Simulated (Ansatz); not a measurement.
Run report: CsSnI3, geometry relaxation (part 2 of 2)

CsSnI3 (R3m, 5 atoms in the cell); DFT with PBE, PAW plane waves, no spin polarisation (Ansatz 0.2.0); cutoff 420 eV, 4×4×4 k-mesh, Fermi–Dirac smearing of 0.0131 eV. The structure is a generated one, with these elements put on the sites of a known structure type; it need not be a known phase.

Geometry of the input (Å; fractional positions):
```
4.2522  2.4550  3.5985
-4.2522  2.4550  3.5985
0.0000  -4.9100  3.5985
I  0.5069  0.9987  0.5069
I  0.5069  0.5069  0.9987
I  0.9987  0.5069  0.5069
Cs 0.0100  0.0100  0.0100
Sn 0.5394  0.5394  0.5394
```

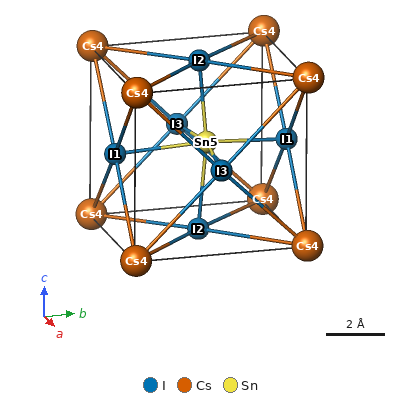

The geometry at step 2 of the log (ball-and-stick view of the cell of the calculation, seen slightly off an axis; atoms are numbered from 1 in the order of the input).

**What the program printed, continued**
```
SCF iter   1: F=—  HF=-34238.274798 eV  |F-HF|=—  |Δ(HF+E_count)|=         —  Δρ=2.07e-3  dr2=1.55e-2  ethr=2.09e-4  ⟨swp⟩=5.6  Hψ=1564  notcnv=0  defer=27
preconditioner: auto → Resta (q_TF=auto, 2.266 Å⁻¹)  ε∞=3.0  [insulator: Δε(μ)=0.425 eV  Ē_g=9.823 eV  σ=0.013 eV  W_gap=1.00  n_scr=32 (ndim 8)  ℏωp=14.0 eV  f_vac=0.114  D(μ)=0.00/eV (n_scr^D=0)  ε∞_Penn≈3.0]
SCF iter   2: F=—  HF=-34238.271157 eV  |F-HF|=—  |Δ(HF+E_count)|=   3.64e-3  Δρ=9.76e-4  dr2=2.77e-3  ethr=2.09e-5  ⟨swp⟩=3.3  Hψ=1038  notcnv=0  defer=27
SCF iter   3: F=—  HF=-34238.270514 eV  |F-HF|=—  |Δ(HF+E_count)|=   6.43e-4  Δρ=2.37e-4  dr2=1.41e-4  ethr=3.74e-6  ⟨swp⟩=2.3  Hψ=810  notcnv=0  defer=27
SCF iter   4: F=-34238.270522 eV  HF=-34238.270519 eV  |F-HF|=2.86e-6  |Δ(HF+E_count)|=   4.73e-6  Δρ=5.12e-5  dr2=9.02e-6  ethr=1.30e-8  ⟨swp⟩=19.2  Hψ=5682  notcnv=0
SCF 3 converged in 4 iterations: F = -34238.270522 eV  dr2 = 9.02e-6
  greatest PAW one-centre occupation: 0.999 electrons in one spin orbital (limit 2), on the I atom at site 0 (counted from 0), in its partial waves of l = 2
relax step   3: F+E_penalty+E_count = -34238.27052173 eV  Δ(F+E_penalty+E_count) = -2.594e-2 eV  max|allowed force component| = 1.322e-1 eV/Å  Δτ_max = 0.0747 Å  (4 SCF iters, dr2 threshold 9.59e-6 eV, accepted)
SCF iter   1: F=—  HF=-34238.277178 eV  |F-HF|=—  |Δ(HF+E_count)|=         —  Δρ=1.34e-3  dr2=7.86e-3  ethr=9.07e-5  ⟨swp⟩=6.1  Hψ=1579  notcnv=0  defer=27
preconditioner: auto → Resta (q_TF=auto, 2.266 Å⁻¹)  ε∞=3.0  [insulator: Δε(μ)=0.325 eV  Ē_g=9.819 eV  σ=0.013 eV  W_gap=1.00  n_scr=32 (ndim 8)  ℏωp=14.0 eV  f_vac=0.116  D(μ)=0.00/eV (n_scr^D=0)  ε∞_Penn≈3.0]
SCF iter   2: F=—  HF=-34238.275217 eV  |F-HF|=—  |Δ(HF+E_count)|=   1.96e-3  Δρ=5.36e-4  dr2=9.01e-4  ethr=1.06e-5  ⟨swp⟩=3.0  Hψ=1150  notcnv=0  defer=27
SCF iter   3: F=—  HF=-34238.275020 eV  |F-HF|=—  |Δ(HF+E_count)|=   1.97e-4  Δρ=1.86e-4  dr2=8.54e-5  ethr=1.22e-6  ⟨swp⟩=2.0  Hψ=745  notcnv=0  defer=27
SCF iter   4: F=—  HF=-34238.275028 eV  |F-HF|=—  |Δ(HF+E_count)|=   7.57e-6  Δρ=3.61e-5  dr2=4.58e-6  ethr=1.15e-7  ⟨swp⟩=2.0  Hψ=710  notcnv=0  defer=27
SCF iter   5: F=-34238.275030 eV  HF=-34238.275030 eV  |F-HF|=2.88e-7  |Δ(HF+E_count)|=   2.20e-6  Δρ=9.10e-6  dr2=2.11e-7  ethr=2.54e-9  ⟨swp⟩=19.5  Hψ=5157  notcnv=0
SCF 4 converged in 5 iterations: F = -34238.275030 eV  dr2 = 2.11e-7
  Residual-converged pass: ⟨swp⟩=1.0  Hψ=637  notcnv=0  max |occ|·‖R‖ = 7.0e-9 eV (tolerance 1.0e-8 eV)  dr2=2.11e-7  dr2_onsite=7.53e-9  max |Δocc| = 2.6e-11
relax step   4: F+E_penalty+E_count = -34238.27503009 eV  Δ(F+E_penalty+E_count) = -4.508e-3 eV  max|allowed force component| = 4.749e-2 eV/Å  Δτ_max = 0.0534 Å  (5 SCF iters, dr2 threshold 1.88e-6 eV, accepted)
SCF iter   1: F=—  HF=-34238.276809 eV  |F-HF|=—  |Δ(HF+E_count)|=         —  Δρ=8.77e-4  dr2=3.11e-3  ethr=4.77e-5  ⟨swp⟩=5.6  Hψ=1413  notcnv=0  defer=27
preconditioner: auto → Resta (q_TF=auto, 2.266 Å⁻¹)  ε∞=3.0  [insulator: Δε(μ)=0.245 eV  Ē_g=9.821 eV  σ=0.013 eV  W_gap=1.00  n_scr=32 (ndim 8)  ℏωp=14.0 eV  f_vac=0.115  D(μ)=0.00/eV (n_scr^D=0)  ε∞_Penn≈3.0]
SCF iter   2: F=—  HF=-34238.275973 eV  |F-HF|=—  |Δ(HF+E_count)|=   8.35e-4  Δρ=3.30e-4  dr2=2.68e-4  ethr=4.20e-6  ⟨swp⟩=3.0  Hψ=1080  notcnv=0  defer=27
SCF iter   3: F=—  HF=-34238.275932 eV  |F-HF|=—  |Δ(HF+E_count)|=   4.16e-5  Δρ=1.15e-4  dr2=2.26e-5  ethr=3.62e-7  ⟨swp⟩=2.0  Hψ=779  notcnv=0  defer=27
SCF iter   4: F=—  HF=-34238.275917 eV  |F-HF|=—  |Δ(HF+E_count)|=   1.50e-5  Δρ=2.06e-5  dr2=1.11e-6  ethr=3.05e-8  ⟨swp⟩=2.3  Hψ=778  notcnv=0  defer=27
SCF iter   5: F=-34238.275917 eV  HF=-34238.275917 eV  |F-HF|=5.12e-8  |Δ(HF+E_count)|=   6.95e-7  Δρ=4.77e-6  dr2=5.64e-8  ethr=3.47e-10  ⟨swp⟩=19.5  Hψ=4928  notcnv=0
SCF 5 converged in 5 iterations: F = -34238.275917 eV  dr2 = 5.64e-8
  greatest PAW one-centre occupation: 0.999 electrons in one spin orbital (limit 2), on the I atom at site 1 (counted from 0), in its partial waves of l = 2
relax step   5: F+E_penalty+E_count = -34238.27591738 eV  Δ(F+E_penalty+E_count) = -8.873e-4 eV  max|allowed force component| = 1.754e-2 eV/Å  Δτ_max = 0.0350 Å  (5 SCF iters, dr2 threshold 2.57e-7 eV, accepted)
SCF iter   1: F=—  HF=-34238.276247 eV  |F-HF|=—  |Δ(HF+E_count)|=         —  Δρ=3.63e-4  dr2=2.79e-4  ethr=7.75e-6  ⟨swp⟩=4.7  Hψ=1244  notcnv=0  defer=28
preconditioner: auto → Resta (q_TF=auto, 2.266 Å⁻¹)  ε∞=3.0  [insulator: Δε(μ)=0.229 eV  Ē_g=9.819 eV  σ=0.013 eV  W_gap=1.00  n_scr=32 (ndim 8)  ℏωp=14.0 eV  f_vac=0.114  D(μ)=0.00/eV (n_scr^D=0)  ε∞_Penn≈3.0]
SCF iter   2: F=—  HF=-34238.276193 eV  |F-HF|=—  |Δ(HF+E_count)|=   5.38e-5  Δρ=1.86e-4  dr2=7.40e-5  ethr=3.77e-7  ⟨swp⟩=2.2  Hψ=848  notcnv=0  defer=28
SCF iter   3: F=—  HF=-34238.276149 eV  |F-HF|=—  |Δ(HF+E_count)|=   4.39e-5  Δρ=2.75e-5  dr2=2.20e-6  ethr=1.00e-7  ⟨swp⟩=2.1  Hψ=655  notcnv=0  defer=28
SCF iter   4: F=—  HF=-34238.276149 eV  |F-HF|=—  |Δ(HF+E_count)|=   4.68e-7  Δρ=8.33e-6  dr2=2.25e-7  ethr=2.98e-9  ⟨swp⟩=2.2  Hψ=860  notcnv=0  defer=28
SCF iter   5: F=-34238.276150 eV  HF=-34238.276150 eV  |F-HF|=6.83e-9  |Δ(HF+E_count)|=   1.30e-7  Δρ=2.93e-6  dr2=2.82e-8  ethr=1.35e-10  ⟨swp⟩=18.4  Hψ=4705  notcnv=0
SCF 6 converged in 5 iterations: F = -34238.276150 eV  dr2 = 2.82e-8
relax step   6: F+E_penalty+E_count = -34238.27614958 eV  Δ(F+E_penalty+E_count) = -2.322e-4 eV  max|allowed force component| = 4.683e-3 eV/Å  Δτ_max = 0.0109 Å  (5 SCF iters, accepted)
SCF iter   1: F=—  HF=-34238.276348 eV  |F-HF|=—  |Δ(HF+E_count)|=         —  Δρ=3.01e-4  dr2=3.11e-4  ethr=3.40e-6  ⟨swp⟩=4.5  Hψ=1218  notcnv=0  defer=28
preconditioner: auto → Resta (q_TF=auto, 2.266 Å⁻¹)  ε∞=3.0  [insulator: Δε(μ)=0.207 eV  Ē_g=9.819 eV  σ=0.013 eV  W_gap=1.00  n_scr=32 (ndim 8)  ℏωp=14.0 eV  f_vac=0.113  D(μ)=0.00/eV (n_scr^D=0)  ε∞_Penn≈3.0]
SCF iter   2: F=—  HF=-34238.276261 eV  |F-HF|=—  |Δ(HF+E_count)|=   8.69e-5  Δρ=1.48e-4  dr2=7.87e-5  ethr=4.20e-7  ⟨swp⟩=2.0  Hψ=736  notcnv=0  defer=28
SCF iter   3: F=—  HF=-34238.276204 eV  |F-HF|=—  |Δ(HF+E_count)|=   5.70e-5  Δρ=2.25e-5  dr2=2.26e-6  ethr=1.06e-7  ⟨swp⟩=2.0  Hψ=627  notcnv=0  defer=28
SCF iter   4: F=—  HF=-34238.276205 eV  |F-HF|=—  |Δ(HF+E_count)|=   3.12e-7  Δρ=8.47e-6  dr2=2.25e-7  ethr=3.05e-9  ⟨swp⟩=2.5  Hψ=807  notcnv=0  defer=28
SCF iter   5: F=-34238.276205 eV  HF=-34238.276205 eV  |F-HF|=1.07e-8  |Δ(HF+E_count)|=   1.47e-7  Δρ=2.98e-6  dr2=2.62e-8  ethr=1.35e-10  ⟨swp⟩=18.5  Hψ=4713  notcnv=0
SCF 7 converged in 5 iterations: F = -34238.276205 eV  dr2 = 2.62e-8
relax step   7: F+E_penalty+E_count = -34238.27620471 eV  Δ(F+E_penalty+E_count) = -5.513e-5 eV  max|allowed force component| = 2.175e-3 eV/Å  Δτ_max = 0.0126 Å  (5 SCF iters, accepted)
SCF iter   1: F=—  HF=-34238.276315 eV  |F-HF|=—  |Δ(HF+E_count)|=         —  Δρ=1.95e-4  dr2=2.17e-4  ethr=1.38e-6  ⟨swp⟩=3.9  Hψ=1193  notcnv=0  defer=28
preconditioner: auto → Resta (q_TF=auto, 2.266 Å⁻¹)  ε∞=3.0  [insulator: Δε(μ)=0.214 eV  Ē_g=9.818 eV  σ=0.013 eV  W_gap=1.00  n_scr=32 (ndim 8)  ℏωp=14.0 eV  f_vac=0.113  D(μ)=0.00/eV (n_scr^D=0)  ε∞_Penn≈3.0]
SCF iter   2: F=—  HF=-34238.276254 eV  |F-HF|=—  |Δ(HF+E_count)|=   6.08e-5  Δρ=8.44e-5  dr2=3.55e-5  ethr=2.93e-7  ⟨swp⟩=2.0  Hψ=781  notcnv=0  defer=28
SCF iter   3: F=—  HF=-34238.276222 eV  |F-HF|=—  |Δ(HF+E_count)|=   3.24e-5  Δρ=2.03e-5  dr2=1.75e-6  ethr=4.80e-8  ⟨swp⟩=2.0  Hψ=714  notcnv=0  defer=28
SCF iter   4: F=—  HF=-34238.276222 eV  |F-HF|=—  |Δ(HF+E_count)|=   1.94e-7  Δρ=5.61e-6  dr2=1.43e-7  ethr=2.36e-9  ⟨swp⟩=2.0  Hψ=633  notcnv=0  defer=28
SCF iter   5: F=-34238.276222 eV  HF=-34238.276222 eV  |F-HF|=1.03e-8  |Δ(HF+E_count)|=   6.38e-8  Δρ=1.64e-6  dr2=7.20e-9  ethr=1.35e-10  ⟨swp⟩=17.0  Hψ=4298  notcnv=0
SCF 8 converged in 5 iterations: F = -34238.276222 eV  dr2 = 7.20e-9
relax step   8: F+E_penalty+E_count = -34238.27622175 eV  Δ(F+E_penalty+E_count) = -1.704e-5 eV  max|allowed force component| = 2.108e-3 eV/Å  Δτ_max = 0.0088 Å  (5 SCF iters, accepted)
SCF converged after 5 iterations
Free energy (F): -34238.276222 eV
Harris-Foulkes:  -34238.276222 eV  (|F-HF|=1.03e-8)
Internal energy: -34238.276219 eV  (E = F + TS)
E sigma→0 (E₀):  -34238.276220 eV
Entropy (-TS):   -0.000003 eV (-0.001 meV/atom)
Fermi energy:    6.161213 eV
--- Per-component energies (eV) ---
  E_band       = -1383.682283
  E_kinetic    = 895.259422
  E_local      = -8621.422311  (includes V_loc(G=0)·N_el)
  E_nonlocal   = -274.742804
  E_hartree    = 4423.371801
  E_xc         = -942.890879
  E_vxc        = -610.073846  (∫ρ·V_xc dr)
  E_paw        = -23647.968245  (= ΣΔE_a)
  E_vpaw       = -1619.446784  (= ΣTr[D̂ρ^β])
  E_aug_tail   = -0.000020  (compensation charges beyond the density's cutoff)
  E_ewald      = -6069.883182
  E_smearing   = -0.000003  (= −TS)
  E_closure    = 0.000000  (closes the sum)
  Σ components = -34238.276222   (vs F -34238.276222, Δ=0.00e0)
--- Forces (eV/Å), atoms counted from 1 ---
  atom   1  I      0.00095358    -0.00055055    -0.00054044
  atom   2  I      0.00000000     0.00110110    -0.00054043
  atom   3  I     -0.00095358    -0.00055055    -0.00054044
  atom   4  Cs    -0.00000000     0.00000000    -0.00051008
  atom   5  Sn     0.00000000    -0.00000000     0.00210253
  max |Σ_I F_I| component: 2.89e-5 eV/Å
--- Stress (GPa, compression-positive) ---
        2.158601       0.000000       0.000000
        0.000000       2.158601       0.000000
        0.000000       0.000000       1.812510
  P = ⅓ Tr σ = 2.0432 GPa (20.432 kbar)
--- Band table (eV; the first three rows and the last of 13) ---
  k-point 0: bands = ["-39.3768", "-39.3764", "-39.3764", "-39.3385", "-39.3385", "-39.3379", "-39.3370", "-39.3363", "-39.3363", "-39.2348", "-39.2348", "-39.2348", "-39.2341", "-39.2341", "-39.2338", "-16.3666", "-16.1531", "-16.1531", "-16.1270", "-16.1270", "-16.1225", "-7.6056", "-6.7514", "-6.7514", "-3.1784", "-3.1784", "-3.1725", "-0.2522", "0.9051", "0.9792", "0.9792", "3.4113", "3.4113", "3.5382", "3.5776", "3.7261", "3.7261", "8.1038", "8.8948", "8.8948", "9.2040", "9.2044", "9.2044", "10.9151", "10.9151"]
  k-point 1: bands = ["-39.3768", "-39.3764", "-39.3764", "-39.3385", "-39.3384", "-39.3380", "-39.3369", "-39.3364", "-39.3363", "-39.2348", "-39.2348", "-39.2348", "-39.2341", "-39.2341", "-39.2338", "-16.3663", "-16.1530", "-16.1521", "-16.1271", "-16.1270", "-16.1226", "-7.5175", "-6.8651", "-6.7495", "-3.1732", "-3.1695", "-3.1616", "-0.9100", "0.9557", "1.0367", "2.0968", "3.2972", "3.3209", "3.4170", "3.4977", "3.6514", "3.7071", "8.7291", "8.9695", "9.2734", "9.4170", "9.4256", "9.7827", "9.8799", "10.7321"]
  k-point 2: bands = ["-39.3767", "-39.3765", "-39.3764", "-39.3385", "-39.3383", "-39.3381", "-39.3368", "-39.3366", "-39.3364", "-39.2348", "-39.2348", "-39.2348", "-39.2341", "-39.2340", "-39.2339", "-16.3660", "-16.1530", "-16.1511", "-16.1273", "-16.1271", "-16.1226", "-7.3798", "-7.0283", "-6.7475", "-3.1680", "-3.1646", "-3.1491", "-1.2552", "1.0194", "1.1002", "2.6633", "3.1681", "3.1922", "3.3014", "3.4283", "3.5977", "4.4377", "7.1003", "9.7220", "9.8290", "9.9586", "10.0571", "10.1601", "10.4567", "10.7348"]
  k-point 12: bands = ["-39.3765", "-39.3765", "-39.3765", "-39.3384", "-39.3384", "-39.3382", "-39.3367", "-39.3365", "-39.3365", "-39.2349", "-39.2348", "-39.2348", "-39.2341", "-39.2341", "-39.2340", "-16.3650", "-16.1501", "-16.1501", "-16.1275", "-16.1275", "-16.1230", "-7.0583", "-6.9989", "-6.9989", "-3.2042", "-3.2042", "-3.2015", "-2.8409", "2.3910", "2.4561", "2.4561", "3.3129", "3.3129", "4.1303", "4.1464", "4.1464", "6.0593", "6.2722", "6.2722", "6.4760", "8.8628", "9.8422", "9.9113", "9.9113", "11.1027"]
--- Relaxed structure (8 steps of the walk, 8 accepted, 0 SCFs on fresh bases) ---
  F+E_penalty+E_count = -34238.27622175 eV   max|allowed force component| = 2.108e-3 eV/Å
  atoms:
    - { symbol: I, position: [0.5052941767579385, 1.016027359072575, 0.5052941767579384] }
    - { symbol: I, position: [0.5052941767579383, 0.5052941767579383, 1.016027359072575] }
    - { symbol: I, position: [1.016027359072575, 0.5052941767579385, 0.5052941767579384] }
    - { symbol: Cs, position: [0.014454366923599377, 0.014454366923599377, 0.014454366923599376] }
    - { symbol: Sn, position: [0.5209599204879489, 0.5209599204879489, 0.520959920487949] }
--- Löwdin populations: 5 sites ---
  site symbol       q [e]
     0      I     17.2881
     1      I     17.2881
     2      I     17.2881
     3     Cs      8.2634
     4     Sn     13.7005
  spilling = 0.002321 (of n_electrons = 74.000000)
--- Bader charges: 5 sites ---
  site symbol  charge [e]  shift [e]
     0      I     -0.5897     0.0000
     1      I     -0.5897     0.0000
     2      I     -0.5897     0.0000
     3     Cs      0.8537     0.0000
     4     Sn      0.9155     0.0000
  estimated error of the sums over rays = 5.6e-4 e
```

**Trajectory as extended XYZ (Å, eV, eV/Å), 8 frames, from step=1 to step=8**
```
5
Lattice="4.2522 2.4550 3.5985 -4.2522 2.4550 3.5985 0.0000 -4.9100 3.5985" Properties=species:S:1:pos:R:3:forces:R:3 step=1 energy=-34238.08365
I    -2.0913    1.2074    7.2423   -0.5892   0.3402   0.3946
I     0.0000   -2.4148    7.2422    0.0000  -0.6803   0.3946
I     2.0913    1.2074    7.2423    0.5892   0.3402   0.3946
Cs    0.0000    0.0000    0.1080    0.0000   0.0000   0.0113
Sn    0.0000    0.0000    5.8233    0.0000   0.0000  -1.1950
5
Lattice="4.2522 2.4550 3.5985 -4.2522 2.4550 3.5985 0.0000 -4.9100 3.5985" Properties=species:S:1:pos:R:3:forces:R:3 step=2 energy=-34238.24458
I    -2.1787    1.2578    7.2597   -0.1716   0.0991   0.1245
I     0.0000   -2.5157    7.2597    0.0000  -0.1982   0.1245
I     2.1787    1.2578    7.2597    0.1716   0.0991   0.1245
Cs    0.0000    0.0000    0.0800    0.0000   0.0000   0.0182
Sn    0.0000    0.0000    5.7989    0.0000   0.0000  -0.3917
5
Lattice="4.2522 2.4550 3.5985 -4.2522 2.4550 3.5985 0.0000 -4.9100 3.5985" Properties=species:S:1:pos:R:3:forces:R:3 step=3 energy=-34238.27052
I    -2.1909    1.2649    7.2644   -0.0469   0.0271   0.0429
I     0.0000   -2.5298    7.2644    0.0000  -0.0542   0.0429
I     2.1909    1.2649    7.2644    0.0469   0.0271   0.0429
Cs    0.0000    0.0000    0.1405    0.0000   0.0000   0.0046
Sn    0.0000    0.0000    5.7243    0.0000   0.0000  -0.1320
5
Lattice="4.2522 2.4550 3.5985 -4.2522 2.4550 3.5985 0.0000 -4.9100 3.5985" Properties=species:S:1:pos:R:3:forces:R:3 step=4 energy=-34238.27503
I    -2.1845    1.2612    7.2709   -0.0141   0.0081   0.0171
I     0.0000   -2.5224    7.2709    0.0000  -0.0162   0.0171
I     2.1845    1.2612    7.2709    0.0141   0.0081   0.0171
Cs    0.0000    0.0000    0.1745    0.0000   0.0000  -0.0037
Sn    0.0000    0.0000    5.6709    0.0000   0.0000  -0.0475
5
Lattice="4.2522 2.4550 3.5985 -4.2522 2.4550 3.5985 0.0000 -4.9100 3.5985" Properties=species:S:1:pos:R:3:forces:R:3 step=5 energy=-34238.27592
I    -2.1748    1.2556    7.2784   -0.0088   0.0051   0.0080
I     0.0000   -2.5112    7.2784    0.0000  -0.0102   0.0080
I     2.1748    1.2556    7.2784    0.0088   0.0051   0.0080
Cs    0.0000    0.0000    0.1871    0.0000   0.0000  -0.0066
Sn    0.0000    0.0000    5.6358    0.0000   0.0000  -0.0176
5
Lattice="4.2522 2.4550 3.5985 -4.2522 2.4550 3.5985 0.0000 -4.9100 3.5985" Properties=species:S:1:pos:R:3:forces:R:3 step=6 energy=-34238.27615
I    -2.1737    1.2550    7.2852    0.0007  -0.0004   0.0016
I     0.0000   -2.5100    7.2852    0.0000   0.0009   0.0016
I     2.1737    1.2550    7.2852   -0.0007  -0.0004   0.0016
Cs    0.0000    0.0000    0.1774    0.0000   0.0000  -0.0047
Sn    0.0000    0.0000    5.6249    0.0000   0.0000  -0.0003
5
Lattice="4.2522 2.4550 3.5985 -4.2522 2.4550 3.5985 0.0000 -4.9100 3.5985" Properties=species:S:1:pos:R:3:forces:R:3 step=7 energy=-34238.27621
I    -2.1705    1.2531    7.2909   -0.0009   0.0005   0.0003
I     0.0000   -2.5062    7.2909    0.0000  -0.0011   0.0003
I     2.1705    1.2531    7.2909    0.0009   0.0005   0.0003
Cs    0.0000    0.0000    0.1648    0.0000   0.0000  -0.0022
Sn    0.0000    0.0000    5.6204    0.0000   0.0000   0.0012
5
Lattice="4.2522 2.4550 3.5985 -4.2522 2.4550 3.5985 0.0000 -4.9100 3.5985" Properties=species:S:1:pos:R:3:forces:R:3 step=8 energy=-34238.27622
I    -2.1717    1.2538    7.2927    0.0010  -0.0006  -0.0005
I     0.0000   -2.5077    7.2927    0.0000   0.0011  -0.0005
I     2.1717    1.2538    7.2927   -0.0010  -0.0006  -0.0005
Cs    0.0000    0.0000    0.1560    0.0000   0.0000  -0.0005
Sn    0.0000    0.0000    5.6240    0.0000   0.0000   0.0021
```

**Summary**

| quantity | value |
| --- | --- |
| outcome | converged |
| space group (tolerance 0.01 Å) | R3m (160) |
| electrons treated | 74 |
| free energy | −34238.2762 eV |
| Fermi energy | 6.161 eV |
| pressure | 2.04 GPa |
| final volume | 225.39 Å³ |
| largest force (length of the vector) at the end | 0.002 eV/Å |
| final cell | a = 6.087 Å, b = 6.087 Å, c = 6.087 Å, α = 88.62°, β = 88.62°, γ = 88.62° |
| hardware | 2 threads of Arm Neoverse V1, 24 GiB of memory available, shared host |
| wall time | 72 s (CPU time 2.4 min) |
| peak memory | 0.54 GiB |

**Remarks**

The program warns: the SCF threshold is looser than advised for the printed stress; the structure was made exactly symmetric.
